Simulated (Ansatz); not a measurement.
Read the following structure.

```
CELL_PARAMETERS angstrom
3.94834 0.00000 0.00000
0.00000 3.94834 0.00000
0.00000 0.00000 4.09641
ATOMIC_POSITIONS crystal
Ti 0.00000 0.00000 0.00000
Al 0.50000 0.00000 0.50000
Al 0.50000 0.50000 0.00000
Al 0.00000 0.50000 0.50000
```

Question: Summarise the structure in words.

Answer: It has the composition TiAl₃. The atoms follow space group P4/mmm (No. 123); the Bravais lattice is primitive tetragonal. Counting shared atoms by their share gives 1 Ti, 3 Al, or 4 atoms. The neighbours of Ti are twelve Al in a cuboctahedral arrangement at 2.79 to 2.84 Å. Each Al atom is coordinated by eight Al and four Ti in a cuboctahedral arrangement (2.79 to 2.84 Å to Al, 2.79 to 2.84 Å to Ti). The bonds build a three-dimensional framework.

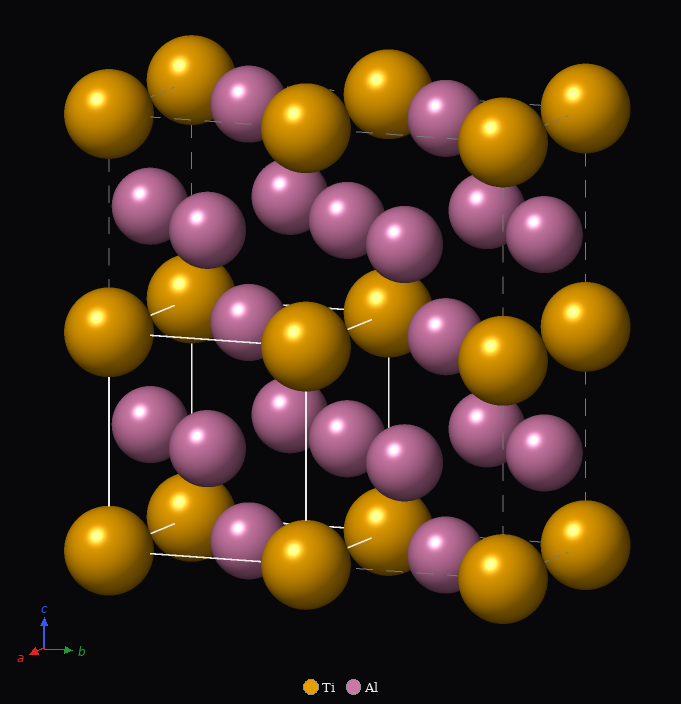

The figure gives a spheres-only picture of the atoms, viewed slightly off an axis. A 1×2×2 array of cells is drawn; the conventional unit cell has the solid edges. Colours: titanium orange, aluminium pink.

The cell started as a structure listed in the Materials Project. The cell was then strained or its atoms displaced on purpose. It was run through Ansatz as a DFT input.
